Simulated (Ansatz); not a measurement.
Ta4N5: geometry relaxation (part 2 of 2)

Ta4N5 (I4/m, 9 atoms in the cell); DFT LDA, scalar-relativistic, plane waves, PAW, no spin polarisation (Ansatz 0.2.0); cutoff 420 eV, 10×10×10 k-mesh, Fermi–Dirac smearing of 0.15 eV. The structure derives from a Materials Project entry. It belongs to a series of runs on one base structure; here: cell and atoms relaxed tightly for response.

Geometry of the input (Å; fractional positions):
```
-3.3921  3.3921  2.1141
3.3921  -3.3921  2.1141
3.3921  3.3921  -2.1141
Ta 0.7845  0.6049  0.3894
Ta 0.3951  0.7845  0.1796
Ta 0.6049  0.2155  0.8204
Ta 0.2155  0.3951  0.6106
N  0.5000  0.5000  0.0000
N  0.9080  0.3062  0.2142
N  0.6938  0.9080  0.6019
N  0.3062  0.0920  0.3981
N  0.0920  0.6938  0.7858
```

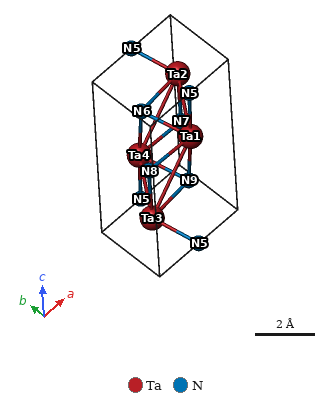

*The geometry at step 3 of the log (ball-and-stick view of the reduced cell, seen slightly off an axis; atoms are numbered from 1 in the order of the input).*

```
basis re-selected at this cell: Δ(F+E_penalty+E_count) = -1.878e-4 eV, ΔP = +0.003 GPa vs the last step (what re-selecting the basis moved, of the pressure what is left beyond the Pulay correction that the steps carried, after the strain that the cell walked since its last selection, with what the two solves' SCF thresholds leave and, on support functions, any second-order correction that the steps lacked; it is no measure of the basis error at this ecutwfc). This SCF's stress stands 4.81e-3 GPa from its target on what of the cell is left free (relax.cell.stress_tol is 1.00e-2 GPa) and its largest allowed force component is 7.57e-4 eV/Å (relax.f_tol is 1.00e-3 eV/Å): within both
SCF converged after 6 iterations
Free energy (F): -40611.651880 eV
Harris-Foulkes:  -40611.651880 eV  (|F-HF|=1.46e-11)
Internal energy: -40611.521512 eV  (E = F + TS)
E sigma→0 (E₀):  -40611.586696 eV
Entropy (-TS):   -0.130368 eV (-14.485 meV/atom)
Fermi energy:    18.416002 eV
--- Per-component energies (eV) ---
  E_band       = -326.547250
  E_kinetic    = 2132.970809
  E_local      = -3178.667933  (includes V_loc(G=0)·N_el)
  E_nonlocal   = 316.940791
  E_hartree    = 1091.500859
  E_xc         = -1171.048496
  E_vxc        = -1204.349328  (∫ρ·V_xc dr)
  E_paw        = -33188.752819  (= ΣΔE_a)
  E_vpaw       = -576.444389  (= ΣTr[D̂ρ^β])
  E_aug_tail   = 0.001088  (compensation charges beyond the density's cutoff)
  E_ewald      = -6615.901642
  E_core_change = 1.435831  (= ΣΔE_core)
  E_smearing   = -0.130368  (= −TS)
  E_closure    = 0.000000  (closes the sum)
  Σ components = -40611.651880   (vs F -40611.651880, Δ=0.00e0)
--- Forces (eV/Å), atoms counted from 1 ---
  atom   1  Ta    -0.00014167     0.00075686     0.00000000
  atom   2  Ta     0.00075686     0.00014167     0.00000000
  atom   3  Ta    -0.00075686    -0.00014167     0.00000000
  atom   4  Ta     0.00014167    -0.00075686    -0.00000000
  atom   5  N     -0.00000000    -0.00000000    -0.00000000
  atom   6  N      0.00024974     0.00045528    -0.00000000
  atom   7  N      0.00045528    -0.00024974     0.00000000
  atom   8  N     -0.00045528     0.00024974     0.00000000
  atom   9  N     -0.00024974    -0.00045528    -0.00000000
  max |Σ_I F_I| component: 8.67e-19 eV/Å
--- Stress (GPa, compression-positive) ---
        0.004810       0.000000       0.000000
       -0.000000       0.004810      -0.000000
        0.000000      -0.000000       0.001684
  P = ⅓ Tr σ = 0.0038 GPa (0.038 kbar)
--- Band table (eV; the first three rows and the last of 144) ---
  k-point 0: bands = ["-50.5974", "-50.5163", "-50.5105", "-50.5105", "-17.5562", "-17.5522", "-17.3891", "-17.3891", "-17.3779", "-17.3779", "-17.1907", "-17.0458", "-16.9867", "-16.9363", "-16.8161", "-16.8161", "0.6485", "2.5465", "2.5465", "3.0295", "3.3955", "11.0993", "11.0993", "11.5773", "11.7776", "12.0525", "12.6320", "12.6320", "12.7680", "12.7791", "13.4347", "13.4347", "14.0324", "15.7939", "15.8911", "15.8911", "17.0996", "17.0996", "17.4393", "19.0125", "19.3377", "19.5453", "19.5453", "20.0676", "20.0676", "20.2557", "20.9373", "22.2014", "22.3701"]
  k-point 1: bands = ["-50.5958", "-50.5211", "-50.5103", "-50.5075", "-17.5651", "-17.5402", "-17.4040", "-17.3890", "-17.3785", "-17.3697", "-17.1760", "-17.0354", "-16.9883", "-16.9390", "-16.8336", "-16.8160", "0.7118", "2.4853", "2.5460", "2.9978", "3.4152", "10.9796", "11.0081", "11.7639", "11.8021", "12.0061", "12.5726", "12.7841", "12.8125", "12.9806", "13.4207", "13.4793", "13.9240", "15.5566", "15.6773", "15.8081", "17.0301", "17.0810", "17.6204", "18.7245", "19.2933", "19.5793", "19.8892", "20.0577", "20.0852", "20.4776", "21.1196", "22.2801", "22.5316"]
  k-point 2: bands = ["-50.5910", "-50.5296", "-50.5099", "-50.5043", "-17.5857", "-17.4983", "-17.4403", "-17.4130", "-17.3800", "-17.3276", "-17.1415", "-17.0126", "-16.9921", "-16.9472", "-16.8827", "-16.8159", "0.8935", "2.3476", "2.5427", "2.9054", "3.4343", "10.8230", "10.8932", "11.8717", "11.8894", "12.1520", "12.5832", "12.8254", "13.0522", "13.3036", "13.3801", "13.6137", "13.7614", "14.8628", "15.4207", "15.6277", "16.7219", "16.9898", "17.9086", "18.6306", "19.3326", "19.6490", "19.7079", "20.0699", "20.7541", "20.7838", "21.5593", "22.3650", "22.4065"]
  k-point 143: bands = ["-50.5514", "-50.5514", "-50.5199", "-50.5123", "-17.5914", "-17.5582", "-17.4397", "-17.3251", "-17.3251", "-17.1903", "-17.1005", "-17.1005", "-17.0478", "-17.0478", "-16.9177", "-16.8002", "2.0373", "2.2191", "2.2191", "2.4613", "3.1083", "10.9404", "10.9404", "11.3122", "11.3273", "12.4481", "13.5228", "13.5228", "13.5319", "13.5782", "13.5847", "13.6728", "13.6728", "14.4690", "14.9627", "14.9627", "15.1933", "16.4555", "16.6850", "17.8891", "17.8891", "21.0780", "21.3085", "21.3085", "21.8353", "21.9181", "21.9181", "22.0104", "22.6429"]
--- Relaxed structure (4 steps of the walk, 4 accepted, 1 SCFs on fresh bases) ---
  F+E_penalty+E_count = -40611.65187993 eV   max|allowed force component| = 7.569e-4 eV/Å   (the final SCF, on the basis selected at the relaxed cell)
  cell:  # Å, volume = 97.3421 Å³
    - [-3.391879312995879, 3.391879312995879, 2.1152421015510083]
    - [3.391879312995879, -3.391879312995879, 2.1152421015510083]
    - [3.391879312995879, 3.391879312995879, -2.1152421015510083]
  atoms:
    - { symbol: Ta, position: [0.7846847702249715, 0.6049050535913153, 0.3895898238162868] }
    - { symbol: Ta, position: [0.39509494640868476, 0.7846847702249715, 0.17977971663365633] }
    - { symbol: Ta, position: [0.6049050535913154, 0.21531522977502843, 0.8202202833663439] }
    - { symbol: Ta, position: [0.21531522977502845, 0.39509494640868487, 0.6104101761837133] }
    - { symbol: N, position: [0.49999999999999994, 0.49999999999999994, 1.6092263964921723e-21] }
    - { symbol: N, position: [0.9079668579449091, 0.306340145207891, 0.21430700315280016] }
    - { symbol: N, position: [0.6936598547921089, 0.9079668579449092, 0.6016267127370182] }
    - { symbol: N, position: [0.306340145207891, 0.09203314205509093, 0.39837328726298193] }
    - { symbol: N, position: [0.09203314205509096, 0.693659854792109, 0.7856929968472] }
```

**Trajectory as extended XYZ (Å, eV, eV/Å), 5 frames, from step=1 to step=5**
```
9
Lattice="-3.3921 3.3921 2.1141 3.3921 -3.3921 2.1141 3.3921 3.3921 -2.1141" Properties=species:S:1:pos:R:3:forces:R:3 step=1 energy=-40611.65163 pressure_GPa=0.12
Ta    0.7119    1.9301    2.1141   -0.0085   0.0369   0.0000
Ta    1.9301   -0.7119    2.1141    0.0369   0.0085   0.0000
Ta    1.4620    4.1040    0.0000   -0.0369  -0.0085   0.0000
Ta    2.6802    1.4620    0.0000    0.0085  -0.0369   0.0000
N     0.0000    0.0000    2.1141    0.0000   0.0000   0.0000
N    -1.3151    2.7683    2.1141    0.0227  -0.0099   0.0000
N     2.7683    1.3151    2.1141   -0.0099  -0.0227   0.0000
N     0.6238    2.0770    0.0000    0.0099   0.0227   0.0000
N     4.7072    0.6238    0.0000   -0.0227   0.0099   0.0000
9
Lattice="-3.3923 3.3923 2.1151 3.3923 -3.3923 2.1151 3.3923 3.3923 -2.1151" Properties=species:S:1:pos:R:3:forces:R:3 step=2 energy=-40611.65159 pressure_GPa=-0.06
Ta    0.7118    1.9315    2.1151   -0.0042  -0.0024   0.0000
Ta    1.9315   -0.7118    2.1151   -0.0024   0.0042   0.0000
Ta    1.4608    4.1041    0.0000    0.0024  -0.0042   0.0000
Ta    2.6805    1.4608    0.0000    0.0042   0.0024   0.0000
N     0.0000    0.0000    2.1151    0.0000   0.0000   0.0000
N    -1.3140    2.7673    2.1151    0.0034   0.0124   0.0000
N     2.7673    1.3140    2.1151    0.0124  -0.0034   0.0000
N     0.6250    2.0783    0.0000   -0.0124   0.0034   0.0000
N     4.7063    0.6250    0.0000   -0.0034  -0.0124   0.0000
9
Lattice="-3.3919 3.3919 2.1152 3.3919 -3.3919 2.1152 3.3919 3.3919 -2.1152" Properties=species:S:1:pos:R:3:forces:R:3 step=3 energy=-40611.65169 pressure_GPa=0.00
Ta    0.7117    1.9312    2.1152   -0.0009   0.0016   0.0000
Ta    1.9312   -0.7117    2.1152    0.0016   0.0009   0.0000
Ta    1.4607    4.1036    0.0000   -0.0016  -0.0009   0.0000
Ta    2.6802    1.4607    0.0000    0.0009  -0.0016   0.0000
N     0.0000    0.0000    2.1152    0.0000   0.0000   0.0000
N    -1.3138    2.7674    2.1152    0.0013   0.0041   0.0000
N     2.7674    1.3138    2.1152    0.0041  -0.0013   0.0000
N     0.6245    2.0781    0.0000   -0.0041   0.0013   0.0000
N     4.7057    0.6245    0.0000   -0.0013  -0.0041   0.0000
9
Lattice="-3.3919 3.3919 2.1152 3.3919 -3.3919 2.1152 3.3919 3.3919 -2.1152" Properties=species:S:1:pos:R:3:forces:R:3 step=4 energy=-40611.65169 pressure_GPa=0.00
Ta    0.7117    1.9312    2.1152   -0.0001   0.0008   0.0000
Ta    1.9312   -0.7117    2.1152    0.0008   0.0001   0.0000
Ta    1.4606    4.1035    0.0000   -0.0008  -0.0001   0.0000
Ta    2.6802    1.4606    0.0000    0.0001  -0.0008   0.0000
N     0.0000    0.0000    2.1152    0.0000   0.0000   0.0000
N    -1.3137    2.7675    2.1152    0.0003   0.0005   0.0000
N     2.7675    1.3137    2.1152    0.0005  -0.0003   0.0000
N     0.6243    2.0781    0.0000   -0.0005   0.0003   0.0000
N     4.7056    0.6243    0.0000   -0.0003  -0.0005   0.0000
9
Lattice="-3.3919 3.3919 2.1152 3.3919 -3.3919 2.1152 3.3919 3.3919 -2.1152" Properties=species:S:1:pos:R:3:forces:R:3 step=5 energy=-40611.65188 pressure_GPa=0.00
Ta    0.7117    1.9312    2.1152   -0.0001   0.0008   0.0000
Ta    1.9312   -0.7117    2.1152    0.0008   0.0001   0.0000
Ta    1.4606    4.1035    0.0000   -0.0008  -0.0001   0.0000
Ta    2.6802    1.4606    0.0000    0.0001  -0.0008   0.0000
N     0.0000    0.0000    2.1152    0.0000   0.0000   0.0000
N    -1.3137    2.7675    2.1152    0.0003   0.0005   0.0000
N     2.7675    1.3137    2.1152    0.0005  -0.0003   0.0000
N     0.6243    2.0781    0.0000   -0.0005   0.0003   0.0000
N     4.7056    0.6243    0.0000   -0.0003  -0.0005   0.0000
```
